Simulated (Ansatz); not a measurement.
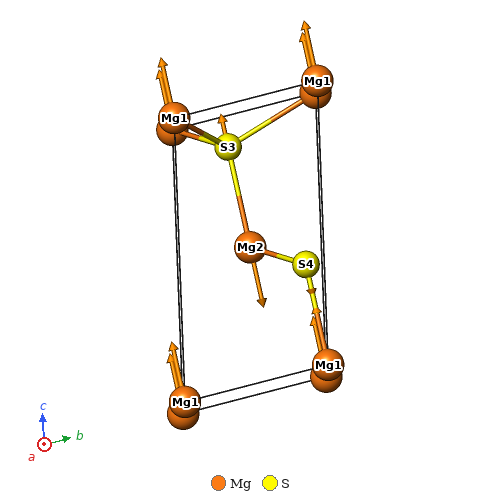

The system is MgS (F-43m, No. 216; 4 atoms in the cell); the picture shows the reference structure; orange arrows give the pattern of the mode. The energy is mapped over a normal mode and a strain (zone-centre modes of the 4-atom cell of this scan, which folds in the wave vector (0, 0, 1/2) of the primitive cell). Coordinates scanned: (1) amplitude of mode 12 (337 cm⁻¹), largest displacement in the unstrained cell; (2) equal normal strain along x, y and z. Nothing is relaxed (the pattern is fixed in fractional coordinates). Grid: 5 × 5 points; 15 points were computed and 10 follow by symmetry. Points are written as (first, second). Energies: meV per cell, counted from the lowest grid point. Method: DFT PBEsol, scalar-relativistic, plane waves, PAW in Ansatz. Settings: cutoff 520 eV, k-mesh 9×9×8 in the order of the run's cell vectors, gaussian smearing 0.05 eV, no spin polarisation.

Its coordinates:

```xyz
4
Lattice="0.0000 -2.8259 -2.8259 -2.8259 0.0000 -2.8259 2.8259 2.8259 -5.6518" Properties=species:S:1:pos:R:3 pbc="T T T"
Mg    0.0000    0.0000    0.0000
Mg    0.0000    0.0000   -5.6518
S     1.4129    1.4129   -7.0647
S    -1.4129   -1.4129   -7.0647
```

Range: amplitude of mode 12 (337 cm⁻¹), largest displacement in the unstrained cell from −0.068 to 0.068 Å; equal normal strain along x, y and z from −2.50 to 2.50 %.

Q: What will the energy surface look like?

A: The lowest grid point is at (0.000 Å, 0.00 %). No other kind of well shows on this grid. The highest grid point, (−0.068 Å, −2.50 %), lies 170 meV above the lowest. The gap on the k-mesh is 3.3 eV at the lowest point and runs from 2.8 to 3.7 eV over the map.

```tsv
second ↓, first →	−0.068	−0.034	0.000	0.034	0.068
2.50	135	97	85	97	135
1.25	77	36	22	36	77
0.00	60	15	0	15	60
−1.25	89	40	24	40	89
−2.50	170	117	99	117	170
```

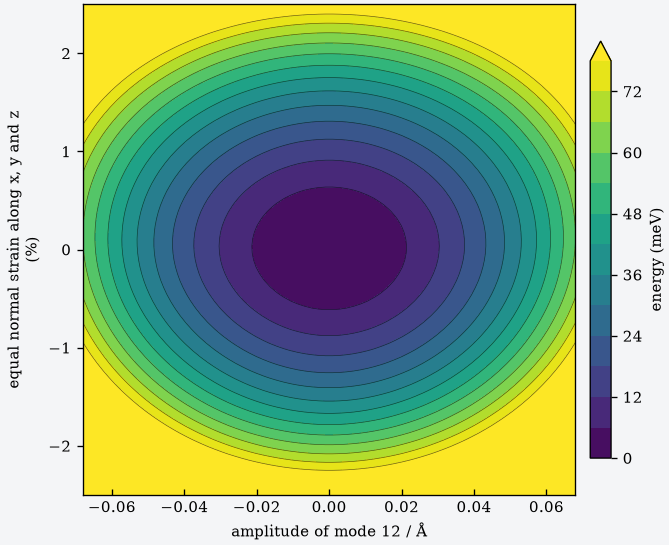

Drawn: filled contours, one colour for all values above the top of the scale. Between grid points the surface is interpolated.

Each point was launched as `ansatz run input.yaml --threads 1 --pin off --max-ram 2048MiB --backend cpu --events-out ev --progress --plain --runs-dir out`. Time for the 15 points that were run: 8.8 min on 1 thread of Arm Neoverse V2, with other jobs on the host.
